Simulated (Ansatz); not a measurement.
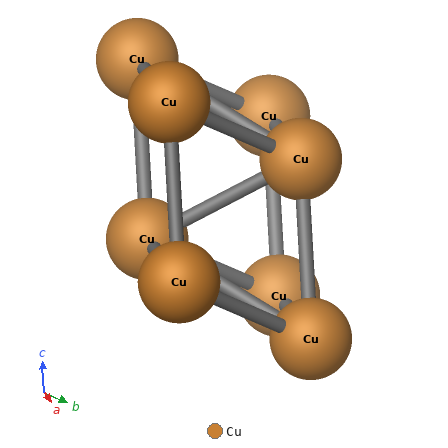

System: Cu, space group I4/mmm (No. 139). The picture shows the cell.

The given structure:
```xyz
1
Lattice="-1.4428 1.4428 1.3761 1.4428 -1.4428 1.3761 1.4428 1.4428 -1.3761" Properties=species:S:1:pos:R:3 pbc="T T T"
Cu    0.0000    0.0000    0.0000
```

How it was computed, with Ansatz 0.2.0: deformation of a crystal at fixed volume, lengths along the axis scaled against those across it, fractional coordinates fixed, by plane-wave density functional theory with PAW datasets, free energies less that of the undisturbed cell; scalar-relativistic. Level: PBEsol, no spin polarisation.

- wave cutoff: 420 eV
- k mesh: 26×26×26
- occupations: Gaussian
- smearing width: 0.15 eV
- k shift: (0, 0, 0) (mesh steps)
- start: as given
- path: tetragonal
- axis direction: (0, 0, 1) (Cartesian unit vector)

Describe the result: the energy change against relative axial ratio. The relative axial ratio takes the values 0.85, 0.92, 1.00, 1.20.

The energy change falls from 25.65 meV/atom at relative axial ratio 0.85 to −8.65 meV/atom at 1.20.

```
axial ratio relative to the start  energy change (meV/atom)
                             0.85                     25.65
                             0.92                      3.12
                             1.00                      0.00
                             1.20                     -8.65
```

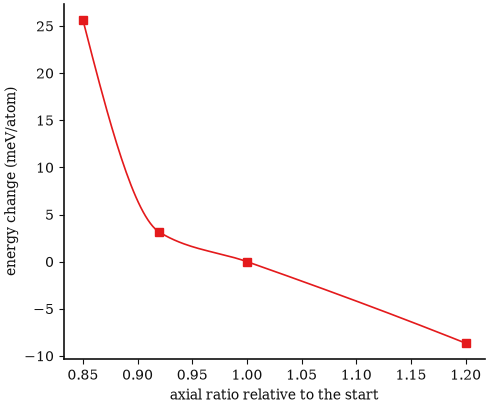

Keep in mind: reference crystal is not relaxed; shape and atomic fractions are frozen while scaling, which makes layered, chain and framework solids too stiff.
